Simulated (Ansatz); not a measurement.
## Run report: CuO, geometry relaxation (part 1 of 2)

The run: geometry relaxation of CuO (4 atoms in the cell). Method and program: DFT r2SCAN, scalar-relativistic, plane waves, PAW, no spin polarisation (Ansatz 0.2.0).

The structure derives from a Materials Project entry. It belongs to a series of runs on one base structure; here: relaxed functional: r2SCAN.

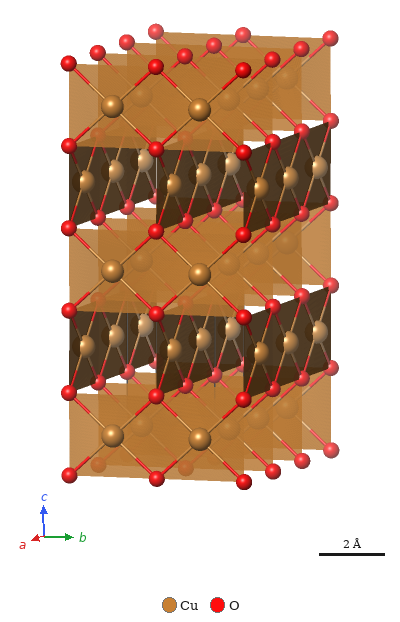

Figure 1. The starting structure (polyhedral view of the cell of the calculation, repeated 3 × 2 × 2, seen slightly off an axis; polyhedra are completed across the faces of the cell). An atom can appear more than once, as a periodic image.

### The input
```yaml
crystal:
  lattice:
    - [2.8795009639, 0.0, 0.0]
    - [0.039072758, 2.8792794796, 0.0]
    - [0.0174953863, 0.0172449008, 5.1763391994]
  atoms:
    - { symbol: Cu, position: [0.5, 0.0, 0.5] }
    - { symbol: Cu, position: [0.0, 0.5, 0.0] }
    - { symbol: O, position: [0.00157603, 0.99832822, 0.2501129] }
    - { symbol: O, position: [0.99842397, 0.00167178, 0.7498871] }
basis:
  ecutwfc: 500
kpoints:
  mp_grid: { grid: [14, 14, 8] }
hamiltonian:
  xc: r2scan
scf:
  occupations: { method: gaussian, width: 0.1 }
output:
  forces: true
  stress: true
  eigenvalues: true
  write_density: true
  write_potential: true
  elf: true
  volumetric_format: npy
relax:
  adjacent_minimum: "off"
  f_tol: 0.01
  max_steps: 60
  cell: { stress_tol: 0.05 }
```

Run on 1 thread of Intel Xeon (Granite Rapids), 32 GiB of memory available, shared host.

Launch command:
```bash
ansatz run input.yaml --threads 1 --pin off --max-ram 2560MiB --backend cpu --events-out ev --progress --plain --runs-dir out
```

### What the program printed
```
Engine: ansatz 0.2.0, x86_64-unknown-linux-gnu
Pseudopotentials: kind: paw
Pseudopotential: Cu, paw, valence charge 19, recommended cutoff 500 eV (meta_gga), Cu.paw.azcp
Pseudopotential: O, paw, valence charge 6, recommended cutoff 500 eV (meta_gga), O.paw.azcp
Functional definition: r2SCAN
  parameter k0 = 0.174
  parameter k1 = 0.065
  parameter a1 = 4.9479
  exchange = r2scan_x(k0 = k0, k1 = k1, a1 = a1)
  correlation = r2scan_c
Crystal: 4 atoms, lattice volume = 42.916 Å³
Basis set: ecut = 500 eV, 1087 PW (Γ), exchange–correlation on 96×96×160 points (64 copies of the dense FFT grid, shifted against one another)
Bands: 30, of which v1, the nominal top of the filled ones, is band 25 counted from 1 (24 counted from 0)
Symmetry: 2 space group operations
Space group: P-1 (ITA 2), of the structure as read, at distance tolerance 3.5e-5 Å
k-points: 788 of 1568
Non-local potential: Cu, projectors of the file, l = 0: 3, l = 1: 2, l = 2: 3, l = 3: 1
Non-local potential: O, projectors of the file, l = 0: 2, l = 1: 2, l = 2: 1
PAW form: soft (Blöchl's): semilocal exchange-correlation on the pseudo side does not see the compensation charge
PAW frozen core: Cu, regenerated for the run's functional (the file was generated under x = pbe(κ = 0.804, μ = 0.2195149727645171), c = pbe(β = 0.06672455060314922))
PAW frozen core: O, regenerated for the run's functional (the file was generated under x = pbe(κ = 0.804, μ = 0.2195149727645171), c = pbe(β = 0.06672455060314922))
PAW one-centre angular grid: Cu, 590 points (default); XC on 160 Gauss nodes
PAW one-centre angular grid: O, 302 points (default); XC on 160 Gauss nodes
Initial density: superposition of atomic densities (neutral atoms: chi_scale 0, normalization atom), corrected by the library's trained network
Initial wavefunctions: pseudopotential atomic-orbital guess
Functional: x = r2scan, c = r2scan; τ floored in thin density (d = 2e-4 eV/Å³)
SCF iter   1: F=—  HF=-14397.281575 eV  |F-HF|=—  |Δ(HF+E_count)|=         —  Δρ=2.58e-2  dr2=1.49e-1  dr2_τ=7.97e-2  ethr=1.77e-3  ⟨swp⟩=5.1  Hψ=82017  notcnv=0
preconditioner: auto → LDOS  [metal: Δε(μ)=0.001 eV  Ē_g=12.119 eV  σ=0.100 eV  W_gap=0.00  n_scr=16 (ndim 8)  ℏωp=33.1 eV  f_vac=0.039  D(μ)=2.47/eV (n_scr^D=20)  β→1.0]
SCF iter   2: F=—  HF=-14397.325583 eV  |F-HF|=—  |Δ(HF+E_count)|=   4.40e-2  Δρ=1.94e-2  dr2=8.85e-2  dr2_τ=3.03e-3  ethr=2.98e-4  ⟨swp⟩=2.0  Hψ=51162  notcnv=0  defer=277
SCF iter   3: F=—  HF=-14397.292769 eV  |F-HF|=—  |Δ(HF+E_count)|=   3.28e-2  Δρ=9.74e-3  dr2=2.63e-2  dr2_τ=2.77e-4  ethr=1.77e-4  ⟨swp⟩=2.0  Hψ=45182  notcnv=0  defer=277
SCF iter   4: F=—  HF=-14397.289317 eV  |F-HF|=—  |Δ(HF+E_count)|=   3.45e-3  Δρ=5.81e-3  dr2=9.61e-3  dr2_τ=1.51e-4  ethr=5.27e-5  ⟨swp⟩=1.0  Hψ=27472  notcnv=0  defer=271
SCF iter   5: F=—  HF=-14397.287474 eV  |F-HF|=—  |Δ(HF+E_count)|=   1.84e-3  Δρ=1.14e-3  dr2=3.66e-4  dr2_τ=6.64e-6  ethr=1.92e-5  ⟨swp⟩=2.0  Hψ=28469  notcnv=0  defer=271
SCF iter   6: F=—  HF=-14397.287421 eV  |F-HF|=—  |Δ(HF+E_count)|=   5.39e-5  Δρ=1.66e-4  dr2=7.46e-6  dr2_τ=1.29e-7  ethr=7.33e-7  ⟨swp⟩=2.0  Hψ=31203  notcnv=0  defer=265
SCF iter   7: F=—  HF=-14397.287416 eV  |F-HF|=—  |Δ(HF+E_count)|=   4.40e-6  Δρ=7.52e-5  dr2=1.56e-6  dr2_τ=1.56e-8  ethr=1.49e-8  ⟨swp⟩=2.1  Hψ=33475  notcnv=0  defer=265
SCF iter   8: F=-14397.287416 eV  HF=-14397.287416 eV  |F-HF|=7.87e-9  |Δ(HF+E_count)|=   9.75e-8  Δρ=5.14e-6  dr2=5.20e-9  dr2_τ=9.29e-10  ethr=2.00e-10  ⟨swp⟩=7.2  Hψ=148264  notcnv=0
SCF 1 converged in 8 iterations: F = -14397.287416 eV  dr2 = 5.20e-9
  greatest PAW one-centre occupation: 1.000 electrons in one spin orbital (limit 2), on the Cu atom at site 1 (counted from 0), in its partial waves of l = 0
relax step   1: F+E_penalty+E_count = -14397.28741605 eV  Δ(F+E_penalty+E_count) = +0.000e0 eV  max|allowed force component| = 9.173e-3 eV/Å  Δτ_max = 0.0000 Å  P = -0.711 GPa  Ω = 42.916 Å³  (8 SCF iters, dr2 threshold 1.00e-7 eV, accepted)
Crystal: 4 atoms, lattice volume = 42.944 Å³
Initial density: handed on by an earlier stage of this run
Initial wavefunctions: those handed on with the density
iter 1 solved again at ethr=2.02e-7 eV; its pass at ethr=3.10e-3 eV (dr2=1.01e-4 eV) is discarded
SCF iter   1: F=—  HF=-14397.289049 eV  |F-HF|=—  |Δ(HF+E_count)|=         —  Δρ=8.19e-4  dr2=1.06e-4  dr2_τ=1.61e-3  ethr=2.02e-7  ⟨swp⟩=2.2  Hψ=124379  notcnv=0
preconditioner: auto → LDOS  [metal: Δε(μ)=0.003 eV  Ē_g=12.003 eV  σ=0.100 eV  W_gap=0.02  n_scr=16 (ndim 8)  ℏωp=33.0 eV  f_vac=0.046  D(μ)=2.50/eV (n_scr^D=20)  β→1.0]
SCF iter   2: F=—  HF=-14397.290278 eV  |F-HF|=—  |Δ(HF+E_count)|=   1.23e-3  Δρ=6.96e-4  dr2=1.18e-4  dr2_τ=2.18e-6  ethr=2.02e-7  ⟨swp⟩=2.0  Hψ=43436  notcnv=0
SCF iter   3: F=—  HF=-14397.290247 eV  |F-HF|=—  |Δ(HF+E_count)|=   3.15e-5  Δρ=1.59e-4  dr2=6.60e-6  dr2_τ=3.26e-7  ethr=2.02e-7  ⟨swp⟩=2.0  Hψ=36632  notcnv=0
SCF iter   4: F=—  HF=-14397.290249 eV  |F-HF|=—  |Δ(HF+E_count)|=   1.61e-6  Δρ=1.85e-4  dr2=9.67e-6  dr2_τ=9.76e-8  ethr=1.32e-8  ⟨swp⟩=2.0  Hψ=41277  notcnv=0
SCF iter   5: F=—  HF=-14397.290247 eV  |F-HF|=—  |Δ(HF+E_count)|=   1.17e-6  Δρ=1.06e-4  dr2=3.29e-6  dr2_τ=6.43e-8  ethr=1.32e-8  ⟨swp⟩=1.0  Hψ=23650  notcnv=0
SCF iter   6: F=-14397.290247 eV  HF=-14397.290247 eV  |F-HF|=2.05e-7  |Δ(HF+E_count)|=   6.16e-7  Δρ=2.62e-5  dr2=2.02e-7  dr2_τ=4.85e-9  ethr=8.00e-10  ⟨swp⟩=6.1  Hψ=152561  notcnv=0
SCF 2 converged in 6 iterations: F = -14397.290247 eV  dr2 = 2.02e-7
relax step   2: F+E_penalty+E_count = -14397.29024662 eV  Δ(F+E_penalty+E_count) = -2.831e-3 eV  max|allowed force component| = 5.996e-3 eV/Å  Δτ_max = 0.0006 Å  P = -0.398 GPa  Ω = 42.944 Å³  energy of the carried Pulay correction = -1.189e-5 eV  (6 SCF iters, dr2 threshold 4.00e-7 eV, accepted)
Crystal: 4 atoms, lattice volume = 42.911 Å³
Basis set: ecut = 500 eV, 1085 PW (Γ), exchange–correlation on 96×96×160 points (64 copies of the dense FFT grid, shifted against one another)
iter 1 solved again at ethr=1.56e-7 eV; its pass at ethr=3.10e-3 eV (dr2=7.79e-5 eV) is discarded
SCF iter   1: F=—  HF=-14397.290323 eV  |F-HF|=—  |Δ(HF+E_count)|=         —  Δρ=6.60e-4  dr2=9.02e-5  dr2_τ=8.79e-4  ethr=1.56e-7  ⟨swp⟩=3.0  Hψ=111010  notcnv=0
preconditioner: auto → LDOS  [metal: Δε(μ)=0.001 eV  Ē_g=12.009 eV  σ=0.100 eV  W_gap=0.00  n_scr=16 (ndim 8)  ℏωp=33.1 eV  f_vac=0.047  D(μ)=2.51/eV (n_scr^D=20)  β→1.0]
SCF iter   2: F=—  HF=-14397.290915 eV  |F-HF|=—  |Δ(HF+E_count)|=   5.92e-4  Δρ=4.37e-4  dr2=5.26e-5  dr2_τ=7.91e-7  ethr=1.56e-7  ⟨swp⟩=2.0  Hψ=43428  notcnv=0
SCF iter   3: F=—  HF=-14397.290909 eV  |F-HF|=—  |Δ(HF+E_count)|=   6.64e-6  Δρ=1.94e-4  dr2=1.37e-5  dr2_τ=3.40e-7  ethr=1.05e-7  ⟨swp⟩=2.0  Hψ=35285  notcnv=0
SCF iter   4: F=—  HF=-14397.290909 eV  |F-HF|=—  |Δ(HF+E_count)|=   1.88e-7  Δρ=2.14e-4  dr2=1.22e-5  dr2_τ=1.67e-7  ethr=2.75e-8  ⟨swp⟩=2.3  Hψ=39098  notcnv=0
SCF iter   5: F=—  HF=-14397.290907 eV  |F-HF|=—  |Δ(HF+E_count)|=   1.67e-6  Δρ=1.40e-4  dr2=4.84e-6  dr2_τ=7.97e-8  ethr=2.44e-8  ⟨swp⟩=1.0  Hψ=23640  notcnv=0
SCF iter   6: F=—  HF=-14397.290906 eV  |F-HF|=—  |Δ(HF+E_count)|=   9.22e-7  Δρ=5.51e-5  dr2=7.47e-7  dr2_τ=9.76e-9  ethr=9.68e-9  ⟨swp⟩=2.4  Hψ=29957  notcnv=0
SCF iter   7: F=-14397.290906 eV  HF=-14397.290906 eV  |F-HF|=3.15e-8  |Δ(HF+E_count)|=   1.63e-7  Δρ=1.12e-5  dr2=3.28e-8  dr2_τ=5.77e-10  ethr=8.00e-10  ⟨swp⟩=8.8  Hψ=159515  notcnv=0
SCF 3 converged in 7 iterations: F = -14397.290906 eV  dr2 = 3.28e-8
relax step   3: F+E_penalty+E_count = -14397.29090575 eV  Δ(F+E_penalty+E_count) = -6.591e-4 eV  max|allowed force component| = 2.747e-3 eV/Å  Δτ_max = 0.0011 Å  P = +0.016 GPa  Ω = 42.911 Å³  energy of the carried Pulay correction = +2.571e-5 eV  (7 SCF iters, dr2 threshold 4.00e-7 eV, accepted)
Crystal: 4 atoms, lattice volume = 42.915 Å³
Basis set: ecut = 500 eV, 1083 PW (Γ), exchange–correlation on 96×96×160 points (64 copies of the dense FFT grid, shifted against one another)
iter 1 solved again at ethr=8.71e-8 eV; its pass at ethr=3.10e-3 eV (dr2=4.36e-5 eV) is discarded
SCF iter   1: F=—  HF=-14397.290280 eV  |F-HF|=—  |Δ(HF+E_count)|=         —  Δρ=6.07e-4  dr2=5.58e-5  dr2_τ=1.65e-3  ethr=8.71e-8  ⟨swp⟩=3.0  Hψ=115719  notcnv=0
preconditioner: auto → LDOS  [metal: Δε(μ)=0.001 eV  Ē_g=12.006 eV  σ=0.100 eV  W_gap=0.00  n_scr=16 (ndim 8)  ℏωp=33.1 eV  f_vac=0.047  D(μ)=2.51/eV (n_scr^D=20)  β→1.0]
SCF iter   2: F=—  HF=-14397.290979 eV  |F-HF|=—  |Δ(HF+E_count)|=   6.99e-4  Δρ=1.78e-4  dr2=9.13e-6  dr2_τ=4.88e-7  ethr=8.71e-8  ⟨swp⟩=2.0  Hψ=43459  notcnv=0
SCF iter   3: F=—  HF=-14397.290981 eV  |F-HF|=—  |Δ(HF+E_count)|=   1.81e-6  Δρ=6.87e-5  dr2=1.66e-6  dr2_τ=4.83e-8  ethr=1.83e-8  ⟨swp⟩=2.0  Hψ=33446  notcnv=0
SCF iter   4: F=—  HF=-14397.290981 eV  |F-HF|=—  |Δ(HF+E_count)|=   2.74e-8  Δρ=1.67e-5  dr2=5.23e-8  dr2_τ=7.61e-9  ethr=3.31e-9  ⟨swp⟩=1.4  Hψ=28885  notcnv=0
SCF iter   5: F=—  HF=-14397.290981 eV  |F-HF|=—  |Δ(HF+E_count)|=  4.64e-10  Δρ=2.16e-5  dr2=1.49e-7  dr2_τ=6.75e-10  ethr=1.85e-11  ⟨swp⟩=7.3  Hψ=140956  notcnv=0
SCF iter   6: F=—  HF=-14397.290981 eV  |F-HF|=—  |Δ(HF+E_count)|=   7.28e-9  Δρ=1.21e-5  dr2=4.80e-8  dr2_τ=3.46e-10  ethr=1.05e-10  ⟨swp⟩=1.0  Hψ=23640  notcnv=0
SCF iter   7: F=-14397.290981 eV  HF=-14397.290981 eV  |F-HF|=6.78e-10  |Δ(HF+E_count)|=   3.30e-9  Δρ=1.38e-6  dr2=5.71e-10  dr2_τ=5.51e-12  ethr=1.85e-11  ⟨swp⟩=5.0  Hψ=125328  notcnv=0
SCF 4 converged in 7 iterations: F = -14397.290981 eV  dr2 = 5.71e-10
relax step   4: F+E_penalty+E_count = -14397.29098123 eV  Δ(F+E_penalty+E_count) = -7.549e-5 eV  max|allowed force component| = 2.722e-4 eV/Å  Δτ_max = 0.0033 Å  P = +0.001 GPa  Ω = 42.915 Å³  energy of the carried Pulay correction = +2.256e-5 eV  (7 SCF iters, dr2 threshold 9.25e-9 eV, accepted)
Basis set: ecut = 500 eV, 1075 PW (Γ), exchange–correlation on 96×96×160 points (64 copies of the dense FFT grid, shifted against one another)
iter 1 solved again at ethr=1.00e-8 eV; its pass at ethr=3.10e-3 eV (dr2=5.00e-6 eV) is discarded
SCF iter   1: F=—  HF=-14397.290872 eV  |F-HF|=—  |Δ(HF+E_count)|=         —  Δρ=2.35e-4  dr2=7.05e-6  dr2_τ=2.79e-4  ethr=1.00e-8  ⟨swp⟩=3.0  Hψ=115025  notcnv=0
preconditioner: auto → LDOS  [metal: Δε(μ)=0.000 eV  Ē_g=12.005 eV  σ=0.100 eV  W_gap=0.00  n_scr=16 (ndim 8)  ℏωp=33.1 eV  f_vac=0.047  D(μ)=2.51/eV (n_scr^D=20)  β→1.0]
SCF iter   2: F=—  HF=-14397.290988 eV  |F-HF|=—  |Δ(HF+E_count)|=   1.16e-4  Δρ=6.75e-5  dr2=1.26e-6  dr2_τ=7.10e-8  ethr=1.00e-8  ⟨swp⟩=2.0  Hψ=43547  notcnv=0
SCF iter   3: F=—  HF=-14397.290989 eV  |F-HF|=—  |Δ(HF+E_count)|=   9.23e-7  Δρ=1.75e-5  dr2=8.57e-8  dr2_τ=4.83e-9  ethr=2.52e-9  ⟨swp⟩=2.0  Hψ=34783  notcnv=0
SCF iter   4: F=—  HF=-14397.290989 eV  |F-HF|=—  |Δ(HF+E_count)|=   2.06e-8  Δρ=6.93e-6  dr2=1.06e-8  dr2_τ=6.44e-10  ethr=1.71e-10  ⟨swp⟩=2.0  Hψ=35138  notcnv=0
SCF iter   5: F=—  HF=-14397.290989 eV  |F-HF|=—  |Δ(HF+E_count)|=   1.64e-9  Δρ=5.61e-6  dr2=9.24e-9  dr2_τ=5.30e-11  ethr=2.11e-11  ⟨swp⟩=2.0  Hψ=41900  notcnv=0
SCF iter   6: F=—  HF=-14397.290989 eV  |F-HF|=—  |Δ(HF+E_count)|=  7.00e-10  Δρ=3.57e-6  dr2=3.81e-9  dr2_τ=3.16e-11  ethr=1.85e-11  ⟨swp⟩=1.0  Hψ=23640  notcnv=0
SCF iter   7: F=—  HF=-14397.290989 eV  |F-HF|=—  |Δ(HF+E_count)|=  3.71e-10  Δρ=8.52e-7  dr2=2.19e-10  dr2_τ=2.96e-12  ethr=7.62e-12  ⟨swp⟩=1.0  Hψ=23644  notcnv=0
SCF iter   8: F=-14397.290989 eV  HF=-14397.290989 eV  |F-HF|=3.64e-12  |Δ(HF+E_count)|=  2.36e-11  Δρ=1.74e-7  dr2=1.07e-11  dr2_τ=3.73e-13  ethr=1.00e-12  ⟨swp⟩=5.0  Hψ=99515  notcnv=0
SCF 5 converged in 8 iterations: F = -14397.290989 eV  dr2 = 1.07e-11
  greatest PAW one-centre occupation: 1.000 electrons in one spin orbital (limit 2), on the Cu atom at site 0 (counted from 0), in its partial waves of l = 0
relax step   5: F+E_penalty+E_count = -14397.29098862 eV  Δ(F+E_penalty+E_count) = -7.387e-6 eV  max|allowed force component| = 2.720e-4 eV/Å  Δτ_max = 0.0014 Å  P = +0.000 GPa  Ω = 42.915 Å³  energy of the carried Pulay correction = +2.274e-5 eV  (8 SCF iters, accepted)
Initial wavefunctions: pseudopotential atomic-orbital guess (no wavefunctions were taken with the density)
iter 1 solved again at ethr=5.70e-8 eV; its pass at ethr=3.10e-3 eV (dr2=2.85e-5 eV) is discarded
SCF iter   1: F=—  HF=-14397.290955 eV  |F-HF|=—  |Δ(HF+E_count)|=         —  Δρ=1.28e-4  dr2=2.10e-7  dr2_τ=4.99e-7  ethr=5.70e-8  ⟨swp⟩=3.0  Hψ=144269  notcnv=0
preconditioner: auto → LDOS  [metal: Δε(μ)=0.003 eV  Ē_g=12.004 eV  σ=0.100 eV  W_gap=0.02  n_scr=16 (ndim 8)  ℏωp=33.1 eV  f_vac=0.047  D(μ)=2.51/eV (n_scr^D=20)  β→1.0]
SCF iter   2: F=—  HF=-14397.290979 eV  |F-HF|=—  |Δ(HF+E_count)|=   2.45e-5  Δρ=5.35e-6  dr2=5.78e-9  dr2_τ=2.54e-10  ethr=4.20e-10  ⟨swp⟩=2.0  Hψ=38716  notcnv=0
SCF iter   3: F=—  HF=-14397.290979 eV  |F-HF|=—  |Δ(HF+E_count)|=   2.25e-9  Δρ=2.50e-6  dr2=1.36e-9  dr2_τ=3.78e-11  ethr=1.16e-11  ⟨swp⟩=2.0  Hψ=42264  notcnv=0
SCF iter   4: F=—  HF=-14397.290979 eV  |F-HF|=—  |Δ(HF+E_count)|=  4.44e-10  Δρ=1.63e-6  dr2=6.59e-10  dr2_τ=1.27e-11  ethr=2.73e-12  ⟨swp⟩=2.0  Hψ=43433  notcnv=0
SCF iter   5: F=—  HF=-14397.290979 eV  |F-HF|=—  |Δ(HF+E_count)|=  7.64e-11  Δρ=1.22e-6  dr2=3.79e-10  dr2_τ=5.43e-12  ethr=1.32e-12  ⟨swp⟩=1.0  Hψ=23640  notcnv=0
SCF iter   6: F=—  HF=-14397.290979 eV  |F-HF|=—  |Δ(HF+E_count)|=  7.46e-11  Δρ=4.67e-7  dr2=5.66e-11  dr2_τ=9.31e-13  ethr=1.00e-12  ⟨swp⟩=2.0  Hψ=29975  notcnv=0
SCF iter   7: F=-14397.290979 eV  HF=-14397.290979 eV  |F-HF|=0.00e0  |Δ(HF+E_count)|=  9.09e-12  Δρ=6.86e-8  dr2=1.21e-12  dr2_τ=4.39e-14  ethr=1.00e-12  ⟨swp⟩=5.0  Hψ=96710  notcnv=0
SCF 6 converged in 7 iterations: F = -14397.290979 eV  dr2 = 1.21e-12
relax step   6: F+E_penalty+E_count = -14397.29097926 eV  Δ(F+E_penalty+E_count) = +9.359e-6 eV  max|allowed force component| = 2.760e-4 eV/Å  Δτ_max = 0.0000 Å  P = -0.000 GPa  Ω = 42.915 Å³  stress off target by 9.54e-3 GPa  SCF on the basis re-selected at this cell (its energy is not comparable with the rows above)  (7 SCF iters)
```
